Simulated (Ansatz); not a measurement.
A series of calculations on NbN

## 1. Vibrations

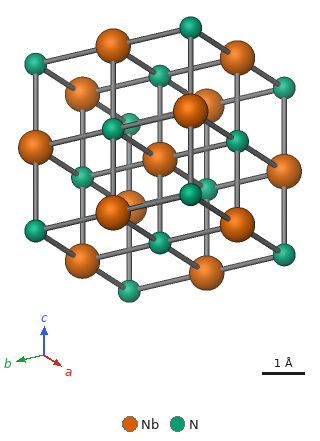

Normal modes of a crystal of NbN relaxed at 9 GPa, at the zone centre. Style: ball-and-stick. Shown: the conventional cell (4 times the calculation's cell), from a free direction. Lengths and directions refer to the drawn axes.

Computed with Ansatz 0.2.0, DFT LDA, scalar-relativistic, plane waves, PAW.

The input:
```yaml
crystal:
  lattice:
    - [0.0, 2.1608627675, 2.1608627675]
    - [2.1608627675, 0.0, 2.1608627675]
    - [2.1608627675, 2.1608627675, 0.0]
  atoms:
    - { symbol: Nb, position: [0.5, 0.5, 0.5] }
    - { symbol: "N", position: [0.0, 0.0, 0.0] }
basis:
  ecutwfc: 420
kpoints:
  mp_grid: { grid: [16, 16, 16] }
hamiltonian:
  xc: lda
scf:
  occupations: { method: fermi_dirac, width: 0.15 }
output:
  eigenvalues: true
phonons:
  method: dfpt
  eigenvectors: true
```

Run as
```bash
ansatz run input.yaml --threads 1 --pin off --max-ram 3072MiB --backend cpu --events-out ev --progress --plain --runs-dir out
```

The frequencies depend somewhat on the k-mesh and the smearing.

Give the spectrum at this point.

The calculation's cell holds 2 atoms, so there are 3 optical modes, in 1 level. The optical modes span T₁u. No level is unstable.

```csv
level,symmetry,frequency (cm⁻¹),activity
1,T₁u,452,infrared-active
```

The crystal is a metal, so free carriers screen the infrared response.

The modes drawn as arrows (one member of each degenerate set):

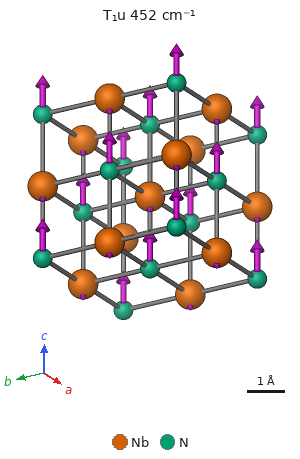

## 2. Vibrations

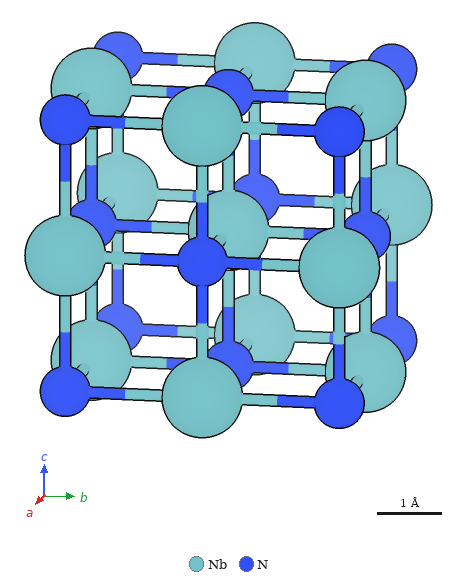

Phonons of solid NbN at 0.98 times its rest volume, at the zone centre. Style: ball-and-stick. Shown: the conventional cell (4 times the calculation's cell), slightly off an axis. Lengths and directions refer to the drawn axes.

Level of theory: DFT PBE, scalar-relativistic, plane waves, PAW in Ansatz 0.2.0.

Input
```yaml
crystal:
  lattice:
    - [0.0, 2.1967392243, 2.1967392243]
    - [2.1967392243, 0.0, 2.1967392243]
    - [2.1967392243, 2.1967392243, 0.0]
  atoms:
    - { symbol: Nb, position: [0.5, 0.5, 0.5] }
    - { symbol: "N", position: [0.0, 0.0, 0.0] }
basis:
  ecutwfc: 420
kpoints:
  mp_grid: { grid: [16, 16, 16] }
hamiltonian:
  xc: pbe
scf:
  occupations: { method: fermi_dirac, width: 0.15 }
output:
  eigenvalues: true
phonons:
  method: dfpt
  eigenvectors: true
```

Run as
```bash
ansatz run input.yaml --threads 1 --pin off --max-ram 3072MiB --backend cpu --events-out ev --progress --plain --runs-dir out
```

The frequencies depend somewhat on the k-mesh and the smearing.

### Give the spectrum at this point.

The calculation's cell holds 2 atoms, so there are 3 optical modes, in 1 level. The optical modes span T₁u. No level is unstable.

```json
{"level": "1", "symmetry": "T₁u", "frequency (cm⁻¹)": "401", "activity": "infrared-active"}
```

The crystal is a metal, so free carriers screen the infrared response.

The displacement patterns (one member of each degenerate set):

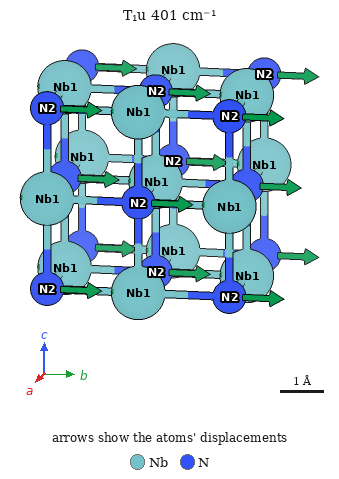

## 3. One mode

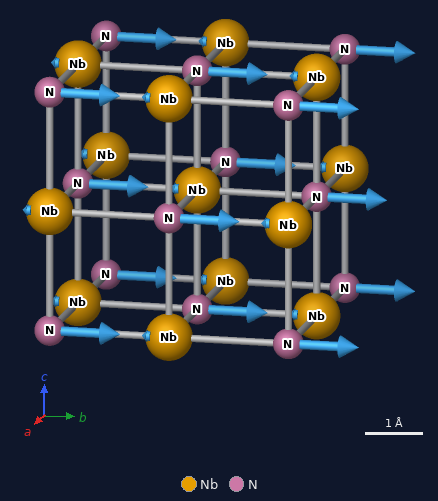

One vibrational mode of solid NbN relaxed at −1 GPa at the zone centre. The blue arrows give the relative displacements of the atoms. A ball-and-stick model of the conventional cell (4 times the calculation's cell), seen slightly off an axis. Lengths and directions refer to the drawn axes.

Level of theory: DFT LDA, scalar-relativistic, plane waves, PAW in Ansatz 0.2.0.

The input:
```yaml
crystal:
  lattice:
    - [0.0, 2.1806240295, 2.1806240295]
    - [2.1806240295, 0.0, 2.1806240295]
    - [2.1806240295, 2.1806240295, 0.0]
  atoms:
    - { symbol: Nb, position: [0.5, 0.5, 0.5] }
    - { symbol: "N", position: [0.0, 0.0, 0.0] }
basis:
  ecutwfc: 420
kpoints:
  mp_grid: { grid: [16, 16, 16] }
hamiltonian:
  xc: lda
scf:
  occupations: { method: fermi_dirac, width: 0.15 }
output:
  eigenvalues: true
phonons:
  method: dfpt
  eigenvectors: true
```

Launched with:
```bash
ansatz run input.yaml --threads 1 --pin off --max-ram 3072MiB --backend cpu --events-out ev --progress --plain --runs-dir out
```

The frequencies depend somewhat on the k-mesh and the smearing.

**What mode is this, and where does it lie in the spectrum?**

This is the T₁u mode (triply degenerate; one member of the set is drawn) at 417 cm⁻¹, the only optical level, infrared-active by symmetry. The N sublattice moves against the Nb sublattice, along b; it stretches the shortest N–Nb bonds (2.18 Å); the kinetic energy is shared as N 87 %, Nb 13 %. The crystal is a metal, so free carriers screen the infrared response.

## 4. One mode

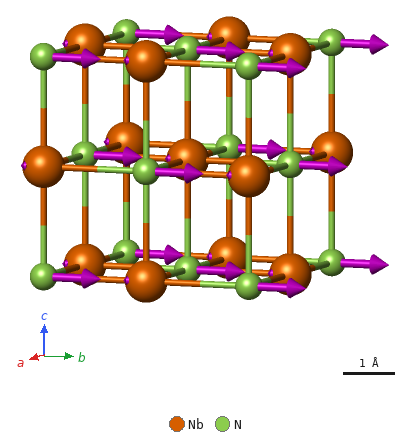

One vibrational mode of crystalline NbN relaxed at 7 GPa at the zone centre. Displacements are drawn as purple arrows; their common scale and sign are arbitrary. A ball-and-stick model of the conventional cell (4 times the calculation's cell), seen slightly off an axis. Lengths and directions refer to the drawn axes.

Computed with Ansatz 0.2.0, DFT PBE, scalar-relativistic, plane waves, PAW. Set-up: plane-wave cutoff 420 eV; k-point mesh 16 × 16 × 16; occupations fermi dirac; smearing width 0.15 eV; target pressure 7 GPa; no spin polarisation.

The frequencies depend somewhat on the k-mesh and the smearing.

Describe the mode and give its frequency.

Answer. This is the T₁u mode (triply degenerate; one member of the set is drawn) at 12.1 THz, the only optical level, infrared-active by symmetry. The N sublattice moves against the Nb sublattice, along b; it stretches the shortest N–Nb bonds (2.20 Å); the kinetic energy is shared as N 87 %, Nb 13 %. The crystal is a metal, so free carriers screen the infrared response.

## 5. Softest mode

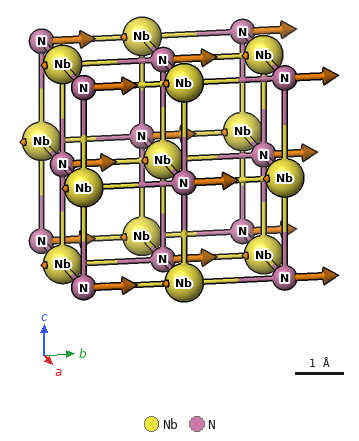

The lowest optical mode of solid NbN relaxed at 18 GPa, space group Fm-3m (No. 225), at the zone centre. The orange arrows give the relative displacements of the atoms. Style: ball-and-stick. Shown: the conventional cell (4 times the calculation's cell), slightly off an axis. Lengths and directions refer to the drawn axes.

Computed with Ansatz 0.2.0, DFT PBE, scalar-relativistic, plane waves, PAW.

Input file:
```yaml
crystal:
  lattice:
    - [0.0, 2.1731927922, 2.1731927922]
    - [2.1731927922, 0.0, 2.1731927922]
    - [2.1731927922, 2.1731927922, 0.0]
  atoms:
    - { symbol: Nb, position: [0.5, 0.5, 0.5] }
    - { symbol: "N", position: [0.0, 0.0, 0.0] }
basis:
  ecutwfc: 420
kpoints:
  mp_grid: { grid: [16, 16, 16] }
hamiltonian:
  xc: pbe
scf:
  occupations: { method: fermi_dirac, width: 0.15 }
output:
  eigenvalues: true
phonons:
  method: dfpt
  eigenvectors: true
```

Launched with:
```bash
ansatz run input.yaml --threads 1 --pin off --max-ram 3072MiB --backend cpu --events-out ev --progress --plain --runs-dir out
```

The frequencies depend somewhat on the k-mesh and the smearing.

Is this crystal at a minimum with respect to the drawn distortion?

Answer. Yes: this softest mode has a real frequency, and so have all others here. That speaks for this wave vector alone: the rest of the zone wasn't checked in this run. This is the T₁u mode (triply degenerate; one member of the set is drawn) at 442 cm⁻¹, the only optical level, infrared-active by symmetry. The N sublattice moves against the Nb sublattice, along b; it stretches the shortest N–Nb bonds (2.17 Å); the kinetic energy is shared as N 87 %, Nb 13 %. The crystal is a metal, so free carriers screen the infrared response.

## 6. Softest mode

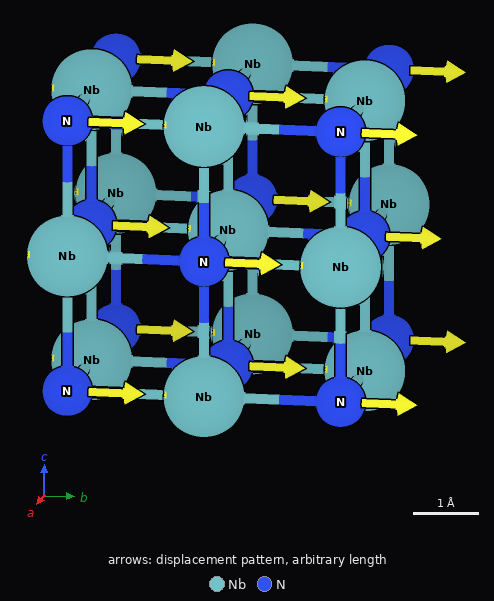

The lowest optical mode of a crystal of NbN relaxed at 35 GPa, space group Fm-3m (No. 225), at the zone centre. The yellow arrows give the relative displacements of the atoms. Style: ball-and-stick. Shown: the conventional cell (4 times the calculation's cell), slightly off an axis. Lengths and directions refer to the drawn axes.

These are results of DFT PBE, scalar-relativistic, plane waves, PAW in Ansatz 0.2.0, not measurements. Set-up: plane-wave cutoff 420 eV; k-point mesh 16 × 16 × 16; occupations fermi dirac; smearing width 0.15 eV; target pressure 35 GPa; no spin polarisation.

The frequencies depend somewhat on the k-mesh and the smearing.

Is this crystal at a minimum with respect to the drawn distortion?

Answer. Yes: this softest mode has a real frequency, and so have all others here. That speaks for this wave vector alone: the rest of the zone wasn't checked in this run. This is the T₁u mode (triply degenerate; one member of the set is drawn) at 14.8 THz, the only optical level, infrared-active by symmetry. The N sublattice moves against the Nb sublattice, along b; it stretches the shortest N–Nb bonds (2.14 Å); the kinetic energy is shared as N 87 %, Nb 13 %. The crystal is a metal, so free carriers screen the infrared response.
